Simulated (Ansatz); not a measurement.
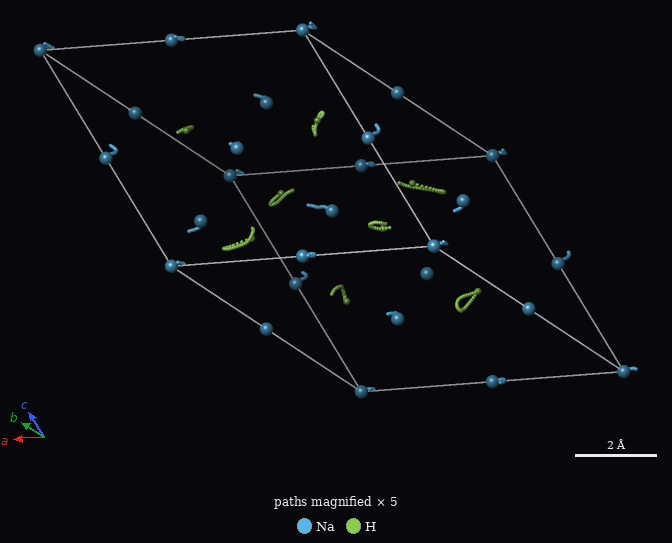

A Born-Oppenheimer molecular dynamics run of a 16-atom cell of NaH (built on the measured structure type), 30 fs long. Dots mark each atom's position at evenly spaced times, in the colour of its element; spheres stand at the starting positions. The excursions are magnified 5 times. Seen from a free direction in the reduced simulation cell.

All numbers below come from DFT, r2SCAN, plane waves, PAW (Ansatz). Run with plane-wave cutoff 500 eV; k-point mesh 2 × 2 × 2; Fermi-Dirac smearing 0.02 eV; Langevin thermostat and barostat (NPT); set temperature 100 K; time step 1 fs.

**How do the atoms move?**

Root-mean-square distances from the starting positions over the second half, with the common drift of all atoms taken out: H 0.08 Å, Na 0.06 Å. The run lasts only 30 fs, too short to tell vibration from diffusion. The mean temperature in the second half is 56 K (standard deviation 7 K). That is still far from the set 100 K: the thermostat hasn't settled it within this run. The potential energy in the second half lies on average 4.4 meV per atom above the first frame. The mean pressure there is 0.1 GPa. The volume ends +0.8 % from the start.

The run took 4.4 min on 4 threads of Arm Neoverse N1 (shared host), peak memory 1.3 GiB.
